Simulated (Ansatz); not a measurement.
**Geometry relaxation, with input and output: SrTiO3 (part 1 of 2)**

SrTiO3 (5 atoms in the cell), computed with DFT PBE, scalar-relativistic, plane waves, PAW, no spin polarisation (Ansatz 0.2.0).

The structure derives from an entry of the Crystallography Open Database.

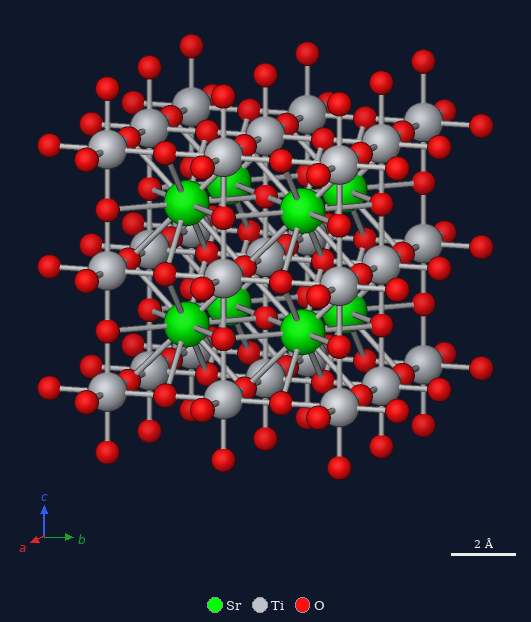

Fig. 1: The starting structure (ball-and-stick view of the cell of the calculation, repeated 2 × 2 × 2, seen slightly off an axis; bonded neighbours outside the cell are drawn too). An atom can appear more than once, as a periodic image.

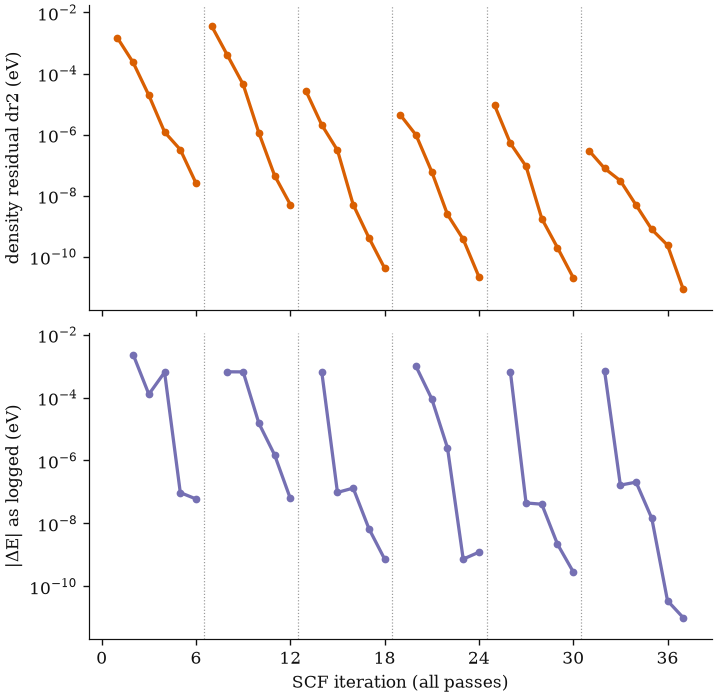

Fig. 2: Convergence of the self-consistent field: density residual dr2 and size of the energy change against the SCF iteration. The dotted lines part the SCF passes of the relaxation: geometry steps, rejected trials and re-solves on a re-selected basis. The 6 passes take 6 to 7 iterations each, 37 in all.

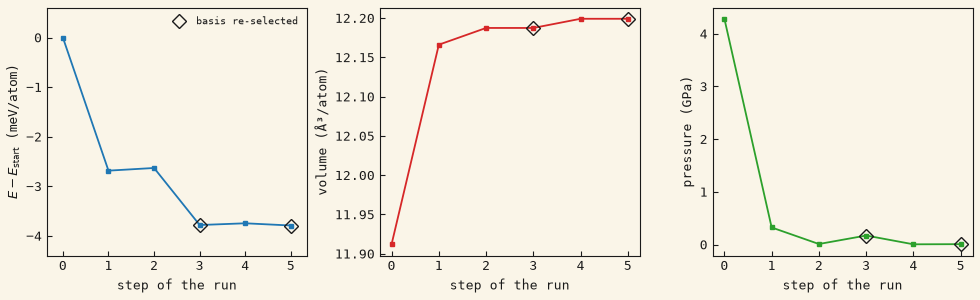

Fig. 3: Progress of the relaxation, step by step (the first geometry is step 0 here and step 1 in the log).

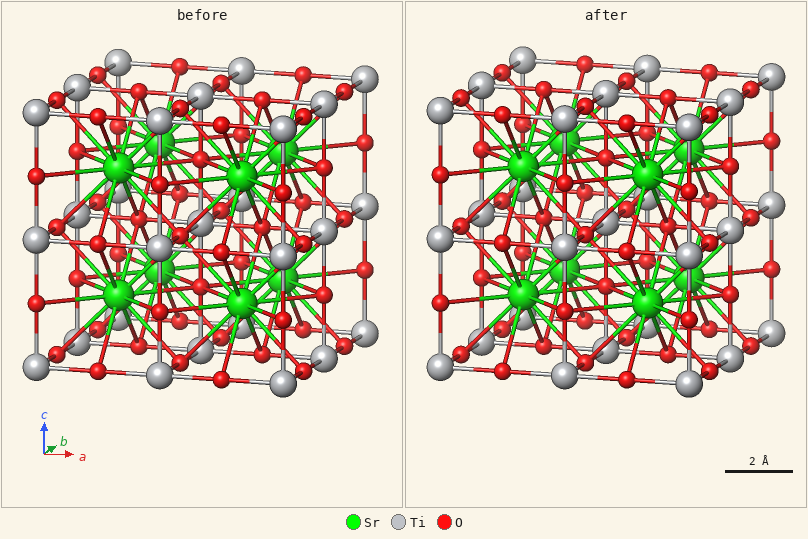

Fig. 4: Before (left) and after (right) the relaxation, at one scale (ball-and-stick view of the cell of the calculation, repeated 2 × 2 × 2, seen slightly off an axis). No atom moves by more than 0.005 Å relative to the cell. The volume changes by +2.4 %, with a = b = c 3.905 → 3.936 Å (+0.8 %). Distances before and after: Sr1–O3 2.761 → 2.783 Å, Ti2–O3 1.953 → 1.968 Å. The space group stays Pm-3m (No. 221). After 3 geometry steps the energy has fallen by 3.7 meV per atom. All forces vanish by symmetry, so only the cell relaxes. The pressure goes from 4.28 to 0.01 GPa. The basis was re-selected once at an unchanged geometry, which shifts the energy a little without any move. The energy change given includes the shifts at the re-selections in mid-walk, which come without any move. A last SCF at the same geometry on a re-selected plane-wave basis shifts the energy by next to nothing (0.0 meV per atom). (Atoms are counted from 1 in the order of the input.)

The input and output of the run follow.

Input:
```yaml
crystal:
  lattice:
    - [3.90528, 0.0, 0.0]
    - [0.0, 3.90528, 0.0]
    - [0.0, 0.0, 3.90528]
  atoms:
    - { symbol: Sr, position: [0.5, 0.5, 0.5] }
    - { symbol: Ti, position: [0.0, 0.0, 0.0] }
    - { symbol: O, position: [0.5, 0.0, 0.0] }
    - { symbol: O, position: [0.0, 0.5, 0.0] }
    - { symbol: O, position: [0.0, 0.0, 0.5] }
basis:
  ecutwfc: 420
kpoints:
  mp_grid: { grid: [8, 8, 8] }
hamiltonian:
  xc: pbe
scf:
  occupations: { method: gaussian, width: 0.02 }
output:
  forces: true
  stress: true
  eigenvalues: true
relax:
  adjacent_minimum: "off"
  f_tol: 0.005
  max_steps: 80
  cell: { stress_tol: 0.05 }
```

Command:
```bash
ansatz run input.yaml --threads 2 --pin off --max-ram 5120MiB --backend cpu --events-out ev --progress --plain --runs-dir out
```

The program's output:
```
Engine: ansatz 0.2.0, x86_64-unknown-linux-gnu
Pseudopotentials: kind: paw
Pseudopotential: Sr, paw, valence charge 10, recommended cutoff 420 eV (normal), Sr.paw.azcp
Pseudopotential: Ti, paw, valence charge 12, recommended cutoff 420 eV (normal), Ti.paw.azcp
Pseudopotential: O, paw, valence charge 6, recommended cutoff 420 eV (normal), O.paw.azcp
Functional definition: PBE
  parameter kappa = 0.804
  parameter beta = 0.06672455060314922
  exchange = pbe_x(kappa = kappa, mu = beta*pi^2/3)
  correlation = pbe_c(beta = beta)
Crystal: 5 atoms, lattice volume = 59.560 Å³
Basis set: ecut = 420 eV, 1189 PW (Γ), exchange–correlation on 54×54×54 points (8 copies of the dense FFT grid, shifted against one another)
Bands: 25, of which v1, the nominal top of the filled ones, is band 20 counted from 1 (19 counted from 0)
Symmetry: 48 space group operations
Space group: Pm-3m (ITA 221), of the structure as read, at distance tolerance 3.9e-5 Å
k-points: 35 of 512
Non-local potential: Sr, projectors of the file, l = 0: 3, l = 1: 2, l = 2: 2
Non-local potential: Ti, projectors of the file, l = 0: 3, l = 1: 2, l = 2: 3, l = 3: 1
Non-local potential: O, projectors of the file, l = 0: 2, l = 1: 2, l = 2: 1
PAW form: soft (Blöchl's): semilocal exchange-correlation on the pseudo side does not see the compensation charge
PAW one-centre angular grid: Sr, 110 points (default); XC on 64 Gauss nodes
PAW one-centre angular grid: Ti, 590 points (default); XC on 64 Gauss nodes
PAW one-centre angular grid: O, 110 points (default); XC on 64 Gauss nodes
Initial density: superposition of atomic densities (neutral atoms: chi_scale 0, normalization atom), corrected by the library's trained network
Initial wavefunctions: pseudopotential atomic-orbital guess
Functional: x = pbe(κ = 0.804, μ = 0.2195149727645171), c = pbe(β = 0.06672455060314922)
SCF iter   1: F=—  HF=-7754.465438 eV  |F-HF|=—  |Δ(HF+E_count)|=         —  Δρ=2.05e-3  dr2=1.47e-3  ethr=1.77e-3  ⟨swp⟩=7.6  Hψ=4732  notcnv=0
preconditioner: auto → Resta (q_TF=auto, 2.553 Å⁻¹)  ε∞=5.6  [insulator: Δε(μ)=1.868 eV  Ē_g=12.253 eV  σ=0.020 eV  W_gap=1.00  n_scr=18 (ndim 8)  ℏωp=26.4 eV  f_vac=0.000  D(μ)=0.00/eV (n_scr^D=0)  ε∞_Penn≈5.6]
SCF iter   2: F=—  HF=-7754.467773 eV  |F-HF|=—  |Δ(HF+E_count)|=   2.33e-3  Δρ=9.63e-4  dr2=2.30e-4  ethr=3.67e-6  ⟨swp⟩=3.2  Hψ=1908  notcnv=0  defer=17
SCF iter   3: F=—  HF=-7754.467899 eV  |F-HF|=—  |Δ(HF+E_count)|=   1.27e-4  Δρ=2.13e-4  dr2=1.93e-5  ethr=5.76e-7  ⟨swp⟩=2.3  Hψ=1141  notcnv=0  defer=20
SCF iter   4: F=—  HF=-7754.468535 eV  |F-HF|=—  |Δ(HF+E_count)|=   6.35e-4  Δρ=4.04e-5  dr2=1.21e-6  ethr=4.81e-8  ⟨swp⟩=2.0  Hψ=1481  notcnv=0  defer=20
SCF iter   5: F=—  HF=-7754.468534 eV  |F-HF|=—  |Δ(HF+E_count)|=   9.50e-8  Δρ=1.67e-5  dr2=3.20e-7  ethr=3.03e-9  ⟨swp⟩=2.0  Hψ=1250  notcnv=0  defer=20
SCF iter   6: F=-7754.468534 eV  HF=-7754.468534 eV  |F-HF|=1.80e-8  |Δ(HF+E_count)|=   5.95e-8  Δρ=4.70e-6  dr2=2.55e-8  ethr=2.50e-10  ⟨swp⟩=8.6  Hψ=3964  notcnv=0
SCF 1 converged in 6 iterations: F = -7754.468534 eV  dr2 = 2.55e-8
  greatest PAW one-centre occupation: 0.999 electrons in one spin orbital (limit 2), on the Ti atom at site 1 (counted from 0), in its partial waves of l = 0
relax step   1: F+E_penalty+E_count = -7754.46853437 eV  Δ(F+E_penalty+E_count) = +0.000e0 eV  max|allowed force component| = 5.496e-30 eV/Å  Δτ_max = 0.0000 Å  P = +4.284 GPa  Ω = 59.560 Å³  (6 SCF iters, dr2 threshold 1.00e-7 eV, accepted)
Crystal: 5 atoms, lattice volume = 60.831 Å³
Basis set: ecut = 420 eV, 1213 PW (Γ), exchange–correlation on 54×54×54 points (8 copies of the dense FFT grid, shifted against one another)
Initial density: handed on by an earlier stage of this run
Initial wavefunctions: those handed on with the density
iter 1 solved again at ethr=8.33e-6 eV; its pass at ethr=3.10e-3 eV (dr2=3.33e-3 eV) is discarded
SCF iter   1: F=—  HF=-7754.481940 eV  |F-HF|=—  |Δ(HF+E_count)|=         —  Δρ=2.79e-3  dr2=3.56e-3  ethr=8.33e-6  ⟨swp⟩=1.7  Hψ=4908  notcnv=0
preconditioner: auto → Resta (q_TF=auto, 2.544 Å⁻¹)  ε∞=5.6  [insulator: Δε(μ)=1.820 eV  Ē_g=12.108 eV  σ=0.020 eV  W_gap=1.00  n_scr=18 (ndim 8)  ℏωp=26.1 eV  f_vac=0.001  D(μ)=0.00/eV (n_scr^D=0)  ε∞_Penn≈5.6]
SCF iter   2: F=—  HF=-7754.481282 eV  |F-HF|=—  |Δ(HF+E_count)|=   6.58e-4  Δρ=8.94e-4  dr2=3.95e-4  ethr=8.33e-6  ⟨swp⟩=2.1  Hψ=1378  notcnv=0
SCF iter   3: F=—  HF=-7754.481935 eV  |F-HF|=—  |Δ(HF+E_count)|=   6.54e-4  Δρ=2.93e-4  dr2=4.39e-5  ethr=9.88e-7  ⟨swp⟩=2.3  Hψ=1330  notcnv=0
SCF iter   4: F=—  HF=-7754.481951 eV  |F-HF|=—  |Δ(HF+E_count)|=   1.52e-5  Δρ=5.08e-5  dr2=1.13e-6  ethr=1.10e-7  ⟨swp⟩=2.7  Hψ=1572  notcnv=0
iter 5 did not close the SCF: its close was put off for the readings that it lacked (scf_convergence_deferred on its scf_iter line)
SCF iter   5: F=-7754.481952 eV  HF=-7754.481952 eV  |F-HF|=4.83e-8  |Δ(HF+E_count)|=   1.50e-6  Δρ=9.42e-6  dr2=4.54e-8  ethr=2.83e-9  ⟨swp⟩=2.0  Hψ=1366  notcnv=0
SCF iter   6: F=-7754.481952 eV  HF=-7754.481952 eV  |F-HF|=2.64e-9  |Δ(HF+E_count)|=   6.19e-8  Δρ=2.42e-6  dr2=5.10e-9  ethr=1.13e-10  ⟨swp⟩=2.4  Hψ=3115  notcnv=0
SCF 2 converged in 6 iterations: F = -7754.481952 eV  dr2 = 5.10e-9
relax step   2: F+E_penalty+E_count = -7754.48195219 eV  Δ(F+E_penalty+E_count) = -1.342e-2 eV  max|allowed force component| = 7.757e-30 eV/Å  Δτ_max = 0.0000 Å  P = +0.325 GPa  Ω = 60.831 Å³  energy of the carried Pulay correction = -4.584e-3 eV  (6 SCF iters, dr2 threshold 5.00e-7 eV, accepted)
Crystal: 5 atoms, lattice volume = 60.937 Å³
iter 1 solved again at ethr=7.48e-8 eV; its pass at ethr=3.10e-3 eV (dr2=2.99e-5 eV) is discarded
SCF iter   1: F=—  HF=-7754.481025 eV  |F-HF|=—  |Δ(HF+E_count)|=         —  Δρ=2.39e-4  dr2=2.65e-5  ethr=7.48e-8  ⟨swp⟩=2.1  Hψ=4550  notcnv=0
preconditioner: auto → Resta (q_TF=auto, 2.543 Å⁻¹)  ε∞=5.6  [insulator: Δε(μ)=1.840 eV  Ē_g=12.107 eV  σ=0.020 eV  W_gap=1.00  n_scr=18 (ndim 8)  ℏωp=26.1 eV  f_vac=0.001  D(μ)=0.00/eV (n_scr^D=0)  ε∞_Penn≈5.6]
SCF iter   2: F=—  HF=-7754.481683 eV  |F-HF|=—  |Δ(HF+E_count)|=   6.58e-4  Δρ=6.56e-5  dr2=2.07e-6  ethr=6.64e-8  ⟨swp⟩=2.0  Hψ=1509  notcnv=0
SCF iter   3: F=—  HF=-7754.481683 eV  |F-HF|=—  |Δ(HF+E_count)|=   9.60e-8  Δρ=2.48e-5  dr2=3.06e-7  ethr=5.18e-9  ⟨swp⟩=2.1  Hψ=1330  notcnv=0
iter 4 did not close the SCF: its close was put off for the readings that it lacked (scf_convergence_deferred on its scf_iter line)
SCF iter   4: F=-7754.481683 eV  HF=-7754.481683 eV  |F-HF|=6.33e-9  |Δ(HF+E_count)|=   1.32e-7  Δρ=4.31e-6  dr2=5.04e-9  ethr=7.66e-10  ⟨swp⟩=2.1  Hψ=1246  notcnv=0
iter 5 did not close the SCF: its close was put off for the readings that it lacked (scf_convergence_deferred on its scf_iter line)
SCF iter   5: F=-7754.481683 eV  HF=-7754.481683 eV  |F-HF|=5.98e-10  |Δ(HF+E_count)|=   6.81e-9  Δρ=8.56e-7  dr2=4.16e-10  ethr=1.26e-11  ⟨swp⟩=2.4  Hψ=1502  notcnv=0
SCF iter   6: F=-7754.481683 eV  HF=-7754.481683 eV  |F-HF|=2.00e-11  |Δ(HF+E_count)|=  7.30e-10  Δρ=2.24e-7  dr2=4.18e-11  ethr=1.04e-12  ⟨swp⟩=1.4  Hψ=2374  notcnv=0
SCF 3 converged in 6 iterations: F = -7754.481683 eV  dr2 = 4.18e-11
relax step   3: F+E_penalty+E_count = -7754.48168336 eV  Δ(F+E_penalty+E_count) = +2.688e-4 eV  max|allowed force component| = 4.529e-30 eV/Å  Δτ_max = 0.0000 Å  P = +0.011 GPa  Ω = 60.937 Å³  energy of the carried Pulay correction = -4.965e-3 eV  (6 SCF iters, dr2 threshold 2.64e-7 eV, accepted)
Initial wavefunctions: pseudopotential atomic-orbital guess (no wavefunctions were taken with the density)
iter 1 solved again at ethr=3.87e-7 eV; its pass at ethr=3.10e-3 eV (dr2=1.55e-4 eV) is discarded
SCF iter   1: F=—  HF=-7754.486365 eV  |F-HF|=—  |Δ(HF+E_count)|=         —  Δρ=3.16e-4  dr2=4.39e-6  ethr=3.87e-7  ⟨swp⟩=3.8  Hψ=7051  notcnv=0
preconditioner: auto → Resta (q_TF=auto, 2.543 Å⁻¹)  ε∞=5.6  [insulator: Δε(μ)=1.844 eV  Ē_g=12.108 eV  σ=0.020 eV  W_gap=1.00  n_scr=18 (ndim 8)  ℏωp=26.1 eV  f_vac=0.001  D(μ)=0.00/eV (n_scr^D=0)  ε∞_Penn≈5.6]
SCF iter   2: F=—  HF=-7754.487341 eV  |F-HF|=—  |Δ(HF+E_count)|=   9.76e-4  Δρ=1.57e-4  dr2=9.63e-7  ethr=1.10e-8  ⟨swp⟩=2.0  Hψ=1575  notcnv=0
SCF iter   3: F=—  HF=-7754.487432 eV  |F-HF|=—  |Δ(HF+E_count)|=   9.09e-5  Δρ=2.81e-5  dr2=6.05e-8  ethr=2.41e-9  ⟨swp⟩=2.0  Hψ=1400  notcnv=0
SCF iter   4: F=—  HF=-7754.487435 eV  |F-HF|=—  |Δ(HF+E_count)|=   2.52e-6  Δρ=2.64e-6  dr2=2.40e-9  ethr=1.51e-10  ⟨swp⟩=2.1  Hψ=1398  notcnv=0
SCF iter   5: F=—  HF=-7754.487435 eV  |F-HF|=—  |Δ(HF+E_count)|=  7.28e-10  Δρ=7.47e-7  dr2=3.72e-10  ethr=6.00e-12  ⟨swp⟩=2.7  Hψ=1462  notcnv=0
SCF iter   6: F=-7754.487435 eV  HF=-7754.487435 eV  |F-HF|=7.28e-12  |Δ(HF+E_count)|=   1.21e-9  Δρ=1.72e-7  dr2=2.19e-11  ethr=1.00e-12  ⟨swp⟩=3.5  Hψ=3835  notcnv=0
SCF 4 converged in 6 iterations: F = -7754.487435 eV  dr2 = 2.19e-11
```
